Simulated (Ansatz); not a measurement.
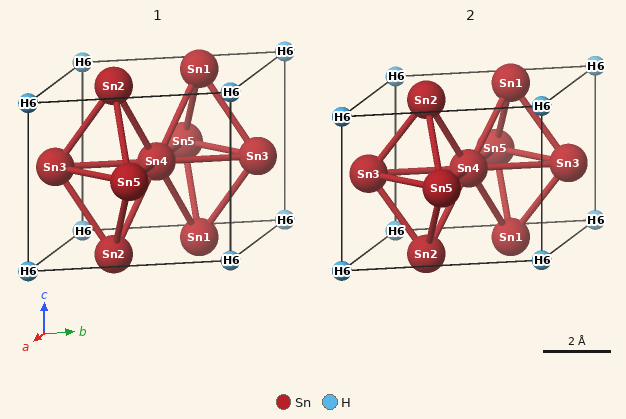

Two geometries of crystalline Sn₅H (a generated structure, set up in P6/mmm) (coarse preliminary run), drawn at one scale. One is the start of a relaxation, the other its converged end. The picture is a ball-and-stick view of the cell of the calculation, seen slightly off an axis.

These are results of DFT PBE, scalar-relativistic, plane waves, PAW (Ansatz), not measurements. (plane-wave cutoff 420 eV; k-point mesh 3 × 3 × 4; occupations gaussian; smearing width 0.1 eV; no spin polarisation; cell and atoms relaxed; force threshold 0.04 eV/Å; at most 70 steps)

Q: Which one is relaxed?

A: Structure 1 is the relaxed one. No atom moves by more than 0.005 Å relative to the cell. The volume changes by +12.0 %, with a = b 6.255 → 6.335 Å (+1.3 %), c 4.761 → 5.196 Å (+9.1 %). Near-neighbour distances that change, for instance: Sn1–Sn3 2.988 → 3.177 Å, Sn3–Sn4 3.128 → 3.168 Å. Bond angles that change, for instance: Sn3–Sn1–Sn3 105.6° → 109.7°, Sn3–Sn1–Sn4 63.1° → 59.8°. The space group stays P6/mmm (No. 191). The energy falls by 76.0 meV per atom in 4 accepted moves (5 points after the start). All forces vanish by symmetry, so only the cell relaxes. Pressure: 5.91 GPa at the start and −0.01 GPa at the end. At 1 point the geometry stayed and the basis and grid were re-selected for the new cell (energy shift of 0.8 meV per atom at most each time). The run took 54 s on 1 thread of AMD EPYC (Zen 3) (shared host), peak memory 0.45 GiB.
